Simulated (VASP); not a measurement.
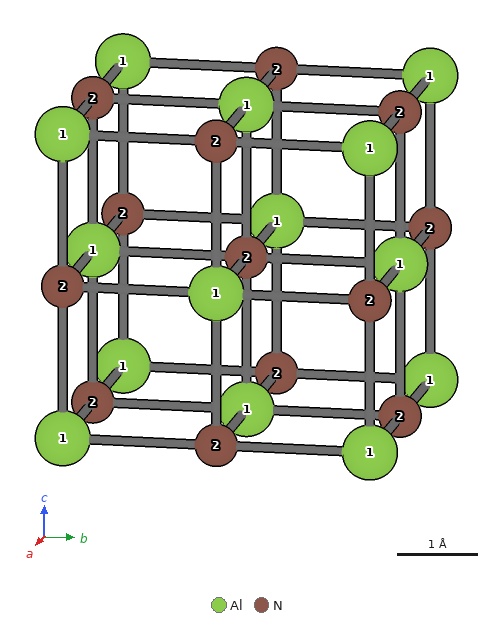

Fig. 1: The input geometry (ball-and-stick view of the cell 4 times as large as that of the calculation, set on its symmetry axes, seen slightly off an axis; atoms are numbered from 1 in the order of the input). An atom can appear more than once, as a periodic image. Near neighbours in the periodic cell (some may lie outside the picture): Al has 6 N at 1.96 Å; N has 6 Al at 1.96 Å.

Single-point calculation of AlN

System: AlN (Fm-3m, 2 atoms in the cell).
Method: DFT, plane waves, PAW, settings varied from a r2SCAN run (VASP 6.6.1).

The structure was built on a prototype by a generator. Some settings of this run were made unusual or wrong on purpose. The geometry comes from this level: r2SCAN (a point of a series of strains).

## INCAR
```
ENCUT = 520.000000
SIGMA = 0.010000
ALGO = Normal
METAGGA = R2SCAN
PREC = Accurate
IBRION = -1
ISIF = 2
ISMEAR = 0
NBANDS = 11
NSW = 0
LASPH = .TRUE.
LCHARG = .FALSE.
LWAVE = .FALSE.
LREAL = .FALSE.
NELM = 73
EDIF = 1e-07
```

## KPOINTS
```
KPOINTS created by Atomic Simulation Environment
0
Gamma
10 10 10
0 0 0
```

## POSCAR
```
Al N
 1.0000000000000000
     0.0000000000000000    1.9583023986000001    1.9583023986000001
     1.9583023986000001    0.0000000000000000    1.9583023986000001
     1.9583023986000001    1.9583023986000001    0.0000000000000000
 Al  N
   1   1
Cartesian
  0.0000000000000000  0.0000000000000000  0.0000000000000000
  1.9583023985999999  1.9583023985999999  1.9583023985999999
```

Launched with:
```bash
mpirun -np 1 vasp_std
```

## OSZICAR
```
N       E                     dE             d eps       ncg     rms          rms(c)
DAV:   1     0.566655634997E+01    0.56666E+01   -0.40572E+03  1066   0.637E+02
DAV:   2    -0.217719453520E+02   -0.27439E+02   -0.26653E+02  1275   0.148E+02
DAV:   3    -0.224544309806E+02   -0.68249E+00   -0.68155E+00  1251   0.217E+01
DAV:   4    -0.224570977576E+02   -0.26668E-02   -0.26665E-02  1184   0.145E+00
DAV:   5    -0.224571209302E+02   -0.23173E-04   -0.23172E-04  1214   0.128E-01    0.844E+00
DAV:   6    -0.187250440122E+02    0.37321E+01   -0.51550E+00  1112   0.127E+01    0.393E+00
DAV:   7    -0.187577908289E+02   -0.32747E-01   -0.48530E-01  1175   0.487E+00    0.216E+00
DAV:   8    -0.187765132119E+02   -0.18722E-01   -0.36260E-02  1121   0.146E+00    0.176E-01
DAV:   9    -0.187764943379E+02    0.18874E-04   -0.14912E-03  1251   0.271E-01    0.871E-02
DAV:  10    -0.187766732131E+02   -0.17888E-03   -0.23359E-04  1124   0.125E-01    0.436E-02
DAV:  11    -0.187766566910E+02    0.16522E-04   -0.24555E-05   577   0.311E-02
   1 F= -.18776657E+02 E0= -.18776657E+02  d E =-.371615E-19
```

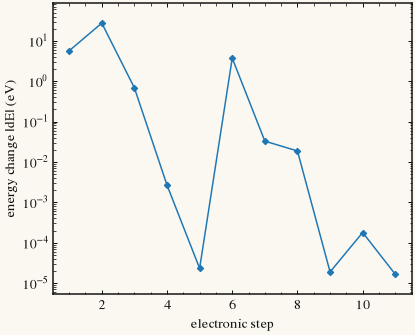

Fig. 2: Convergence of the self-consistent field: energy change |dE| against the electronic step. It takes 11 electronic steps. The density is held fixed in the first few steps, and dE rises again when its update begins.

## Parts of OUTCAR
```
k-points           NKPTS =     47   k-points in BZ     NKDIM =     47   number of bands    NBANDS=     11

   NELECT =       8.0000    total number of electrons

   dimension x,y,z NGX =    24 NGY =   24 NGZ =   24
   dimension x,y,z NGXF=    48 NGYF=   48 NGZF=   48

  energy-cutoff  :      520.00
  volume of cell :       15.02
      direct lattice vectors                 reciprocal lattice vectors
     0.000000000  1.958302399  1.958302399    -0.255323182  0.255323182  0.255323182
     1.958302399  0.000000000  1.958302399     0.255323182 -0.255323182  0.255323182
     1.958302399  1.958302399  0.000000000     0.255323182  0.255323182 -0.255323182

 k-points in reciprocal lattice and weights: KPOINTS created by Atomic Simulation Env
   0.00000000  0.00000000  0.00000000       0.001
   0.10000000  0.00000000  0.00000000       0.008
   0.20000000  0.00000000  0.00000000       0.008
   0.30000000  0.00000000  0.00000000       0.008
   0.40000000  0.00000000  0.00000000       0.008
   0.50000000  0.00000000  0.00000000       0.004
   0.10000000  0.10000000  0.00000000       0.006
   0.20000000  0.10000000  0.00000000       0.024
   0.30000000  0.10000000  0.00000000       0.024
   0.40000000  0.10000000  0.00000000       0.024
   0.50000000  0.10000000  0.00000000       0.024
  -0.40000000  0.10000000  0.00000000       0.024
  -0.30000000  0.10000000  0.00000000       0.024
  -0.20000000  0.10000000  0.00000000       0.024
  -0.10000000  0.10000000  0.00000000       0.012
   0.20000000  0.20000000  0.00000000       0.006
   0.30000000  0.20000000  0.00000000       0.024
   0.40000000  0.20000000  0.00000000       0.024
   0.50000000  0.20000000  0.00000000       0.024
  -0.40000000  0.20000000  0.00000000       0.024
  -0.30000000  0.20000000  0.00000000       0.024
  -0.20000000  0.20000000  0.00000000       0.012
   0.30000000  0.30000000  0.00000000       0.006
   0.40000000  0.30000000  0.00000000       0.024
   0.50000000  0.30000000  0.00000000       0.024
  -0.40000000  0.30000000  0.00000000       0.024
  -0.30000000  0.30000000  0.00000000       0.012
   0.40000000  0.40000000  0.00000000       0.006
   0.50000000  0.40000000  0.00000000       0.024
  -0.40000000  0.40000000  0.00000000       0.012
   0.50000000  0.50000000  0.00000000       0.003
   0.30000000  0.20000000  0.10000000       0.024
   0.40000000  0.20000000  0.10000000       0.048
   0.50000000  0.20000000  0.10000000       0.048
  -0.40000000  0.20000000  0.10000000       0.024
   0.40000000  0.30000000  0.10000000       0.024
   0.50000000  0.30000000  0.10000000       0.048
  -0.40000000  0.30000000  0.10000000       0.048
  -0.30000000  0.30000000  0.10000000       0.048
  -0.20000000  0.30000000  0.10000000       0.024
   0.50000000  0.40000000  0.10000000       0.024
  -0.40000000  0.40000000  0.10000000       0.048
  -0.30000000  0.40000000  0.10000000       0.024
  -0.40000000  0.50000000  0.10000000       0.012
  -0.40000000  0.40000000  0.20000000       0.024
  -0.30000000  0.40000000  0.20000000       0.024
  -0.30000000  0.50000000  0.20000000       0.012

 E-fermi :  11.1108

 k-point     1 :       0.0000    0.0000    0.0000
  band No.  band energies     occupation
      1      -8.2622      2.00000
      2      11.0527      2.00000
      3      11.0527      2.00000
      4      11.0527      2.00000
      5      19.0747      0.00000
      6      24.2853      0.00000
      7      24.2853      0.00000
      8      24.2853      0.00000
      9      30.3452      0.00000
     10      30.3825      0.00000
     11      30.3825      0.00000

 k-point     2 :       0.1000    0.0000    0.0000
  band No.  band energies     occupation
      1      -8.0335      2.00000
      2      10.0020      2.00000
      3      10.8985      2.00000
      4      10.8985      2.00000
      5      19.6418      0.00000
      6      23.4766      0.00000
      7      24.6590      0.00000
      8      24.6590      0.00000
      9      29.2283      0.00000
     10      29.2283      0.00000
     11      31.9447      0.00000

 k-point     3 :       0.2000    0.0000    0.0000
  band No.  band energies     occupation
      1      -7.3685      2.00000
      2       7.6781      2.00000
      3      10.5255      2.00000
      4      10.5255      2.00000
      5      19.9126      0.00000
      6      23.4767      0.00000
      7      25.1326      0.00000
      8      25.1326      0.00000
      9      28.5750      0.00000
     10      28.5750      0.00000
     11      31.7104      0.00000

 k-point     4 :       0.3000    0.0000    0.0000
  band No.  band energies     occupation
      1      -6.3487      2.00000
      2       5.0962      2.00000
      3      10.1137      2.00000
      4      10.1137      2.00000
      5      19.2800      0.00000
      6      24.6350      0.00000
      7      24.6350      0.00000
      8      25.0184      0.00000
      9      30.1026      0.00000
     10      30.1026      0.00000
     11      30.7404      0.00000

 k-point     5 :       0.4000    0.0000    0.0000
  band No.  band energies     occupation
      1      -5.2127      2.00000
      2       2.9132      2.00000
      3       9.8113      2.00000
      4       9.8113      2.00000
      5      18.7734      0.00000
      6      24.0178      0.00000
      7      24.0178      0.00000
      8      26.5495      0.00000
      9      30.0080      0.00000
     10      32.6373      0.00000
     11      32.6373      0.00000

 [... the levels of 41 k-points are left out ...]

 k-point    47 :      -0.3000    0.5000    0.2000
  band No.  band energies     occupation
      1      -3.3573      2.00000
      2       4.0293      2.00000
      3       5.4286      2.00000
      4       6.9219      2.00000
      5      20.6599      0.00000
      6      21.5040      0.00000
      7      24.8614      0.00000
      8      26.2753      0.00000
      9      32.4541      0.00000
     10      34.3869      0.00000
     11      38.9781      0.00000

  Total        2.7427569      2.7427569      2.7427569      0.0000000     -0.0000000     -0.0000000
  in kB      292.5692264    292.5692264    292.5692264      0.0000000     -0.0000000     -0.0000000
  external PRESSURE =     292.5692264 kB  Pullay stress =       0.0000000 kB

 POSITION                                       TOTAL-FORCE (eV/Angst)
 -----------------------------------------------------------------------------------
      0.00000      0.00000      0.00000        -0.000000      0.000000     -0.000000
      1.95830      1.95830      1.95830         0.000000     -0.000000      0.000000
 -----------------------------------------------------------------------------------
    total drift:                               -0.000000     -0.000000      0.000000

  FREE ENERGIE OF THE ION-ELECTRON SYSTEM (eV)
  ---------------------------------------------------
  free  energy   TOTEN  =       -18.7766566910 eV

  energy  without entropy=      -18.7766566910  energy(sigma->0) =      -18.77665669
```

## What the run reported

- outcome: converged
- space group (tolerance 0.01 Å): Fm-3m (225)
- electrons treated: 8
- free energy: −18.7767 eV
- Fermi energy: 11.111 eV
- band gap: 5.81 eV
- pressure: 29.26 GPa
- largest force (length of the vector): under 0.001 eV/Å
- hardware: 1 CPU thread, shared host
- wall time: 17 s
- peak memory: 0.14 GiB

## What went wrong

Some settings of this run were drawn to be unusual or wrong (NELM = 73; EDIFF = null; EDIF = 1e-07). It converged; results that depend on the unusual settings are not reference values.
